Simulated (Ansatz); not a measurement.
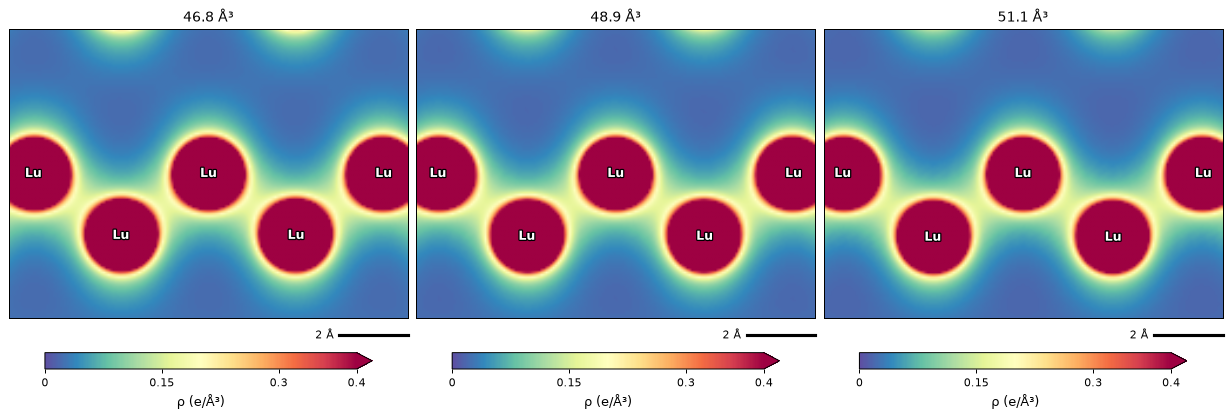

Lu. The valence pseudo-density of cells scaled evenly to different volumes (given per atom above each panel), on the (101̄) plane of each (indices in the axes of the cell below), at one length scale and on one colour scale.

A generated structure, not necessarily the stable one.

Method: DFT, revPBE, plane waves (420 eV) with PAW, scalar-relativistic (Ansatz 0.2.0).

The density is the valence pseudo-density of a PAW calculation; it isn't the true density close to the nuclei.

The largest cell:

```yaml
crystal:
  lattice:
    - [0.00000, 3.85831, 3.85831]
    - [3.85831, 0.00000, 3.85831]
    - [3.85831, 3.85831, 0.00000]
  atoms:
    - { symbol: Lu, position: [0.12500, 0.12500, 0.12500] }
    - { symbol: Lu, position: [0.87500, 0.87500, 0.87500] }
```

| volume (Å³/atom) | Lu–Lu contact in the plane (Å) | ρ at its midpoint (e/Å³) | 
| --- | --- | --- |
| 46.80 | 3.121 | 0.170 | 
| 48.93 | 3.167 | 0.164 | 
| 51.06 | 3.213 | 0.159 | 
| 53.18 | 3.257 | ? | 
| 57.44 | 3.341 | 0.143 | 

**What values belong in the row with question marks?**

Over the known rows ln ρ falls by 0.79 per Å of Lu–Lu distance (a least-squares line), which gives 0.153 e/Å³ at 3.257 Å; the calculation gives 0.153 e/Å³.
